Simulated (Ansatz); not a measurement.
# GaN: a changed input and its effect

System: GaN (P6₃mc, 4 atoms in the cell).
Method of the first run: Kohn-Sham DFT of a periodic cell, r2SCAN, spin-orbit coupling, Ansatz PAW, no spin polarisation (Ansatz 0.2.0).

The structure derives from an entry of the Crystallography Open Database. Text and figures count atoms from 1; the logs count them from 0 in places.

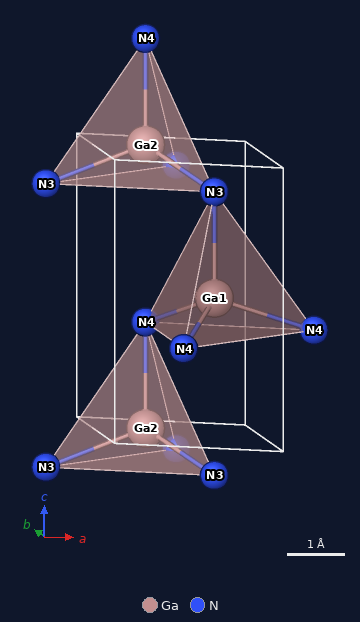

Figure 1. The input geometry (polyhedral view of the cell of the calculation, seen slightly off an axis; polyhedra are completed across the faces of the cell; atoms are numbered from 1 in the order of the input).

**The input, the first run**
```yaml
crystal:
  lattice:
    - [3.1150838257, 0.0, 0.0]
    - [-1.5575419129, 2.697741728, 0.0]
    - [0.0, 0.0, 5.0605418376]
  atoms:
    - { symbol: Ga, position: [0.6666666667, 0.3333333333, 0.5] }
    - { symbol: Ga, position: [0.3333333333, 0.6666666667, 0.0] }
    - { symbol: "N", position: [0.6666666667, 0.3333333333, 0.875] }
    - { symbol: "N", position: [0.3333333333, 0.6666666667, 0.375] }
hamiltonian:
  xc: r2scan
  pseudopotentials: { kind: paw_fr }
magnetization:
  noncollinear: true
  spin_orbit: true
kpoints:
  mp_grid: { grid: [10, 10, 5] }
scf:
  occupations: { method: fermi_dirac, width: 0.05 }
output:
  forces: true
  stress: true
  eigenvalues: true
```

Command:
```bash
ansatz run input.yaml --threads 2 --pin off --max-ram 5120MiB --backend cpu --events-out ev --progress --plain --runs-dir out
```

Hardware: 2 threads of Arm Neoverse N1, 24 GiB of memory available, shared host.

**Output, shortened to warnings, some set-up lines, iterations and results (the first run)**
```
Basis set: ecut = 500 eV, 1099 PW (Γ), exchange–correlation on 96×96×160 points (64 copies of the dense FFT grid, shifted against one another)
Symmetry: 12 space group operations + 12 with time reversal
k-points: 42 of 500 (time reversal used)
Initial density: superposition of atomic densities (chi_scale 0.1, normalization cell, long waves kept (reshape's long-wave potential 0.00 eV rms))
[...]
SCF iter   1: F=—  HF=-8348.692452 eV  |F-HF|=—  |Δ(HF+E_count)|=         —  Δρ=1.16e-1  dr2=5.24e0  dr2_τ=1.83e-1  dr2_m=0.00e0 (ungated)  ethr=3.10e-3  |M|=0.00e0 …
SCF iter   2: F=—  HF=-8347.805365 eV  |F-HF|=—  |Δ(HF+E_count)|=   8.87e-1  Δρ=7.08e-2  dr2=1.82e0  dr2_τ=8.80e-3  dr2_m=0.00e0 (ungated)  ethr=3.10e-3  |M|=0.00e0 …
SCF iter   3: F=—  HF=-8347.643031 eV  |F-HF|=—  |Δ(HF+E_count)|=   1.62e-1  Δρ=2.15e-2  dr2=1.25e-1  dr2_τ=1.67e-3  dr2_m=0.00e0 (ungated)  ethr=3.10e-3  |M|=0.00e0 …
SCF iter   4: F=—  HF=-8347.651646 eV  |F-HF|=—  |Δ(HF+E_count)|=   8.62e-3  Δρ=4.16e-3  dr2=4.82e-3  dr2_τ=1.15e-4  dr2_m=0.00e0 (ungated)  ethr=3.48e-4  |M|=0.00e0 …
SCF iter   5: F=—  HF=-8347.652571 eV  |F-HF|=—  |Δ(HF+E_count)|=   9.24e-4  Δρ=1.39e-3  dr2=4.84e-4  dr2_τ=8.05e-6  dr2_m=0.00e0 (ungated)  ethr=1.34e-5  |M|=0.00e0 …
SCF iter   6: F=—  HF=-8347.652397 eV  |F-HF|=—  |Δ(HF+E_count)|=   1.73e-4  Δρ=3.46e-4  dr2=4.32e-5  dr2_τ=4.41e-7  dr2_m=0.00e0 (ungated)  ethr=1.34e-6  |M|=0.00e0 …
SCF iter   7: F=—  HF=-8347.652381 eV  |F-HF|=—  |Δ(HF+E_count)|=   1.58e-5  Δρ=9.25e-5  dr2=2.46e-6  dr2_τ=1.53e-8  dr2_m=0.00e0 (ungated)  ethr=1.20e-7  |M|=0.00e0 …
SCF iter   8: F=-8347.652383 eV  HF=-8347.652383 eV  |F-HF|=1.35e-8  |Δ(HF+E_count)|=   1.99e-6  Δρ=1.59e-5  dr2=9.81e-8  dr2_τ=7.60e-10  dr2_m=0.00e0 (ungated)  …
SCF 1 converged in 8 iterations: F = -8347.652383 eV  dr2 = 9.81e-8
SCF converged after 8 iterations
Magnetization: |M| = 0.0000 μB,  M = (+0.0000, +0.0000, +0.0000) μB
Absolute magnetization: 0.0000 μB (∫|m|)
  site 0: m = (+0.0000, +0.0000, +0.0000) μB, |m| = 0.0000 μB  (R = 0.78 Å)
  site 1: m = (+0.0000, +0.0000, +0.0000) μB, |m| = 0.0000 μB  (R = 0.78 Å)
  site 2: m = (+0.0000, +0.0000, +0.0000) μB, |m| = 0.0000 μB  (R = 0.78 Å)
  site 3: m = (+0.0000, +0.0000, +0.0000) μB, |m| = 0.0000 μB  (R = 0.78 Å)
Free energy (F): -8347.652383 eV
Harris-Foulkes:  -8347.652383 eV  (|F-HF|=1.35e-8)
Internal energy: -8347.652383 eV  (E = F + TS)
E sigma→0 (E₀):  -8347.652383 eV
Fermi energy:    11.997533 eV
--- Per-component energies (eV) ---
  E_band       = 4.070660
  E_kinetic    = 500.427418
  E_local      = -3797.904228  (includes V_loc(G=0)·N_el)
  E_nonlocal   = 953.632988
  E_hartree    = 1763.155655
  E_xc         = -245.840422
  E_vxc        = -290.422220  (∫ρ·V_xc dr)
  E_paw        = -4269.610420  (= ΣΔE_a)
  E_vpaw       = -903.754847  (= ΣTr[D̂ρ^β])
  E_aug_tail   = -0.000049  (compensation charges beyond the density's cutoff)
  E_vtau       = 15.792447  (kinetic-family band-sum trace: ∫τ·v_τ [+ j·A + Jᵃ·Aᵃ] dr)
  E_ewald      = -3250.175457
  E_core_change = -1.337869  (= ΣΔE_core)
  E_smearing   = -0.000000  (= −TS)
  E_closure    = -0.000000  (closes the sum)
  Σ components = -8347.652383   (vs F -8347.652383, Δ=0.00e0)
--- Forces (eV/Å), atoms counted from 1 ---
  atom   1  Ga     0.00000000     0.00000000    -0.16069220
  atom   2  Ga    -0.00000000    -0.00000000    -0.16069220
  atom   3  N      0.00000000     0.00000000     0.16067602
  atom   4  N     -0.00000000    -0.00000000     0.16067602
  max |Σ_I F_I| component: 3.24e-5 eV/Å
--- Stress (GPa, compression-positive) ---
       14.398139       0.000000       0.000000
        0.000000      14.398139       0.000000
        0.000000      -0.000000      17.044688
  P = ⅓ Tr σ = 15.2803 GPa (152.803 kbar)
```

For the second run the input was changed thus:
```diff
-    - [3.1150838257, 0.0, 0.0]
-    - [-1.5575419129, 2.697741728, 0.0]
-    - [0.0, 0.0, 5.0605418376]
+    - [3.2010602164, 0.0, 0.0]
+    - [-1.6005301082, 2.7721994664, 0.0]
+    - [0.0, 0.0, 5.2002129176]
```

How does the second run compare with the first run?

With the same functional and potentials, the second run lies 31.8 meV per atom lower. The gap on the mesh goes from 2.82 to 2.24 eV. The pressure goes from 15.28 to −2.77 GPa. The largest force goes from 0.161 to 0.136 eV/Å. The volume per atom goes from 10.63 to 11.54 Å³. The cell is scaled evenly with the atoms at fixed fractional positions, so −ΔP/Δ ln V estimates the bulk modulus midway between the two volumes: about 220 GPa. The SCF takes 9 iterations against 8. The plane waves at Γ go from 1099 to 1141.

**Output, shortened to warnings, some set-up lines, iterations and results (the second run)**
```
Basis set: ecut = 500 eV, 1141 PW (Γ), exchange–correlation on 96×96×160 points (64 copies of the dense FFT grid, shifted against one another)
Symmetry: 12 space group operations + 12 with time reversal
k-points: 42 of 500 (time reversal used)
Initial density: superposition of atomic densities (chi_scale 0.1, normalization cell, long waves kept (reshape's long-wave potential 0.00 eV rms))
[...]
SCF iter   1: F=—  HF=-8348.664724 eV  |F-HF|=—  |Δ(HF+E_count)|=         —  Δρ=1.06e-1  dr2=4.63e0  dr2_τ=1.47e-1  dr2_m=0.00e0 (ungated)  ethr=3.10e-3  |M|=0.00e0 …
SCF iter   2: F=—  HF=-8347.896301 eV  |F-HF|=—  |Δ(HF+E_count)|=   7.68e-1  Δρ=6.52e-2  dr2=1.59e0  dr2_τ=7.98e-3  dr2_m=0.00e0 (ungated)  ethr=3.10e-3  |M|=0.00e0 …
SCF iter   3: F=—  HF=-8347.772328 eV  |F-HF|=—  |Δ(HF+E_count)|=   1.24e-1  Δρ=2.03e-2  dr2=1.26e-1  dr2_τ=1.79e-3  dr2_m=0.00e0 (ungated)  ethr=3.10e-3  |M|=0.00e0 …
SCF iter   4: F=—  HF=-8347.778689 eV  |F-HF|=—  |Δ(HF+E_count)|=   6.36e-3  Δρ=4.19e-3  dr2=5.78e-3  dr2_τ=1.39e-4  dr2_m=0.00e0 (ungated)  ethr=3.50e-4  |M|=0.00e0 …
SCF iter   5: F=—  HF=-8347.780244 eV  |F-HF|=—  |Δ(HF+E_count)|=   1.55e-3  Δρ=1.98e-3  dr2=1.11e-3  dr2_τ=1.53e-5  dr2_m=0.00e0 (ungated)  ethr=1.60e-5  |M|=0.00e0 …
SCF iter   6: F=—  HF=-8347.779404 eV  |F-HF|=—  |Δ(HF+E_count)|=   8.40e-4  Δρ=5.88e-4  dr2=1.28e-4  dr2_τ=2.49e-6  dr2_m=0.00e0 (ungated)  ethr=3.09e-6  |M|=0.00e0 …
SCF iter   7: F=—  HF=-8347.779405 eV  |F-HF|=—  |Δ(HF+E_count)|=   9.39e-7  Δρ=7.78e-5  dr2=2.20e-6  dr2_τ=1.27e-8  dr2_m=0.00e0 (ungated)  ethr=3.56e-7  |M|=0.00e0 …
SCF iter   8: F=—  HF=-8347.779406 eV  |F-HF|=—  |Δ(HF+E_count)|=   1.81e-6  Δρ=1.42e-5  dr2=9.20e-8  dr2_τ=6.45e-10  dr2_m=0.00e0 (ungated)  ethr=2.78e-10  |M|=0.00e0 …
SCF iter   9: F=-8347.779406 eV  HF=-8347.779406 eV  |F-HF|=6.40e-10  |Δ(HF+E_count)|=   1.63e-9  Δρ=2.95e-6  dr2=3.54e-9  dr2_τ=1.84e-11  dr2_m=0.00e0 (ungated)  …
SCF 1 converged in 9 iterations: F = -8347.779406 eV  dr2 = 3.54e-9
SCF converged after 9 iterations
Magnetization: |M| = 0.0000 μB,  M = (+0.0000, +0.0000, +0.0000) μB
Absolute magnetization: 0.0000 μB (∫|m|)
  site 0: m = (+0.0000, +0.0000, +0.0000) μB, |m| = 0.0000 μB  (R = 0.80 Å)
  site 1: m = (+0.0000, +0.0000, +0.0000) μB, |m| = 0.0000 μB  (R = 0.80 Å)
  site 2: m = (+0.0000, +0.0000, +0.0000) μB, |m| = 0.0000 μB  (R = 0.80 Å)
  site 3: m = (+0.0000, +0.0000, +0.0000) μB, |m| = 0.0000 μB  (R = 0.80 Å)
Free energy (F): -8347.779406 eV
Harris-Foulkes:  -8347.779406 eV  (|F-HF|=6.40e-10)
Internal energy: -8347.779406 eV  (E = F + TS)
E sigma→0 (E₀):  -8347.779406 eV
Fermi energy:    10.433830 eV
--- Per-component energies (eV) ---
  E_band       = -36.684824
  E_kinetic    = 493.157953
  E_local      = -3926.482393  (includes V_loc(G=0)·N_el)
  E_nonlocal   = 953.089397
  E_hartree    = 1809.958244
  E_xc         = -243.088059
  E_vxc        = -286.625559  (∫ρ·V_xc dr)
  E_paw        = -4270.196734  (= ΣΔE_a)
  E_vpaw       = -905.404333  (= ΣTr[D̂ρ^β])
  E_aug_tail   = -0.000051  (compensation charges beyond the density's cutoff)
  E_vtau       = 15.662592  (kinetic-family band-sum trace: ∫τ·v_τ [+ j·A + Jᵃ·Aᵃ] dr)
  E_ewald      = -3162.879893
  E_core_change = -1.337869  (= ΣΔE_core)
  E_smearing   = -0.000000  (= −TS)
  E_closure    = 0.000000  (closes the sum)
  Σ components = -8347.779406   (vs F -8347.779406, Δ=0.00e0)
--- Forces (eV/Å), atoms counted from 1 ---
  atom   1  Ga     0.00000000     0.00000000    -0.13569537
  atom   2  Ga    -0.00000000    -0.00000000    -0.13569537
  atom   3  N      0.00000000     0.00000000     0.13570368
  atom   4  N     -0.00000000    -0.00000000     0.13570368
  max |Σ_I F_I| component: 1.66e-5 eV/Å
--- Stress (GPa, compression-positive) ---
       -3.390504       0.000000       0.000000
        0.000000      -3.390504      -0.000000
        0.000000       0.000000      -1.520116
  P = ⅓ Tr σ = -2.7670 GPa (-27.670 kbar)
```

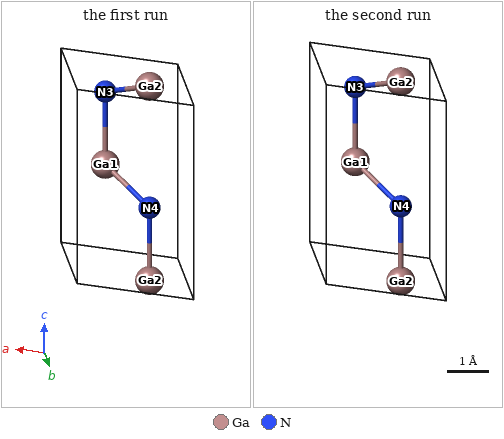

Figure 2. The two input geometries at one scale (ball-and-stick view of the cell of the calculation, seen at an oblique angle). The atoms keep their places relative to the cell (all moves are under 0.005 Å). The drawn cell changes as follows: a = b 3.115 → 3.201 Å (+2.8 %), c 5.061 → 5.200 Å (+2.8 %); the volume changes by +8.5 %. Among the contacts that change: Ga1–N4 1.906 → 1.959 Å, Ga1–N3 1.898 → 1.950 Å.

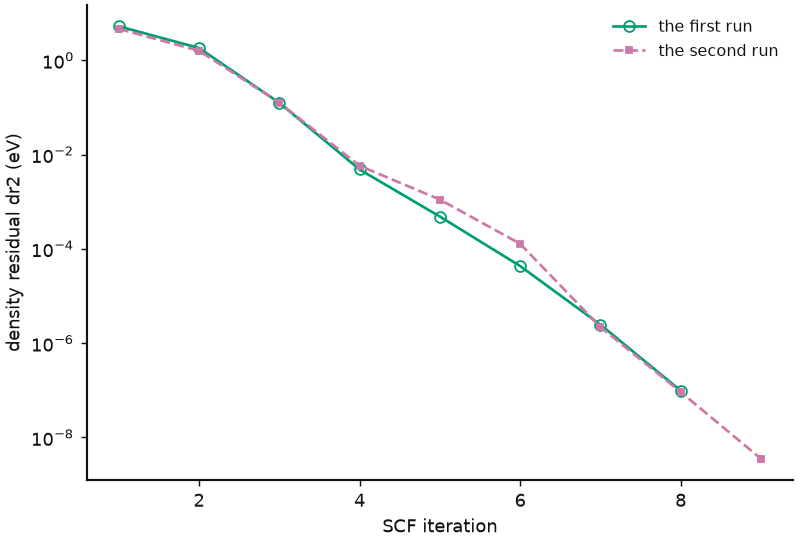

Figure 3. Convergence of the two runs: density residual dr2 against the SCF iteration. The first run takes 8 iterations in all, and the second run takes 9.

**The two runs side by side**

```csv
quantity,the first run,the second run
outcome,converged,converged
free energy per atom (eV),−2086.9131,−2086.9449
gap on the mesh (eV),2.82,2.24
pressure (GPa),15.28,−2.77
volume per atom (Å³),10.63,11.54
largest force (eV/Å),0.161,0.136
SCF iterations,8,9
irreducible k-points,42,42
plane waves at Γ,1099,1141
wall time (shared host),39 s,52 s
```

For the first run: The cell is under a pressure of 15.3 GPa at this level, so it is not at its equilibrium volume.
